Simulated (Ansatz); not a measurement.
```xyz
3
Lattice="4.8835 0.0000 0.0000 -2.4417 4.2292 0.0000 0.0000 0.0000 2.8476" Properties=species:S:1:pos:R:3 pbc="T T T"
As    0.0000    0.0000    0.0000
As    0.0000    2.8195    1.4238
As    2.4418    1.4097    1.4238
```

Space group P6/mmm; set up as As, omega (AlB2-type); a generated structure, not necessarily the stable one; computed without spin polarisation.

All numbers below come from DFT, RPBE, plane waves (420 eV) with PAW, scalar-relativistic in Ansatz 0.2.0.

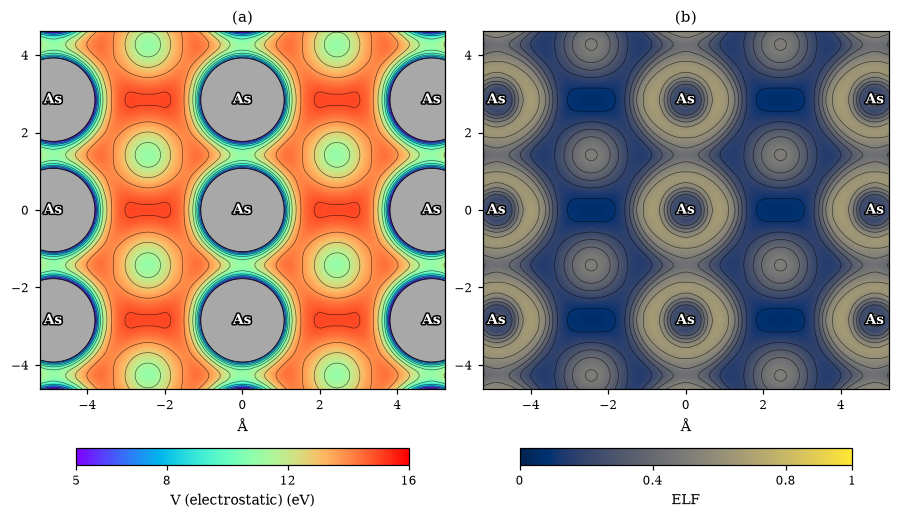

As. (a) electrostatic potential energy of an electron; (b) ELF on the (010) plane of the conventional cell. Grey discs cover the atomic cores in the potential map.

**What do the fields say about this system?**

The section cuts through As sites.
As–As (2.85 Å): the ELF is about 0.45 at the midpoint.
Outside the cores the potential energy rises away from the atoms and is highest about 2.0 Å from the nearest atoms; its zero is arbitrary.

**Does the calculation give a band gap?**

It is metallic or semimetallic at this level of theory: no gap opens.
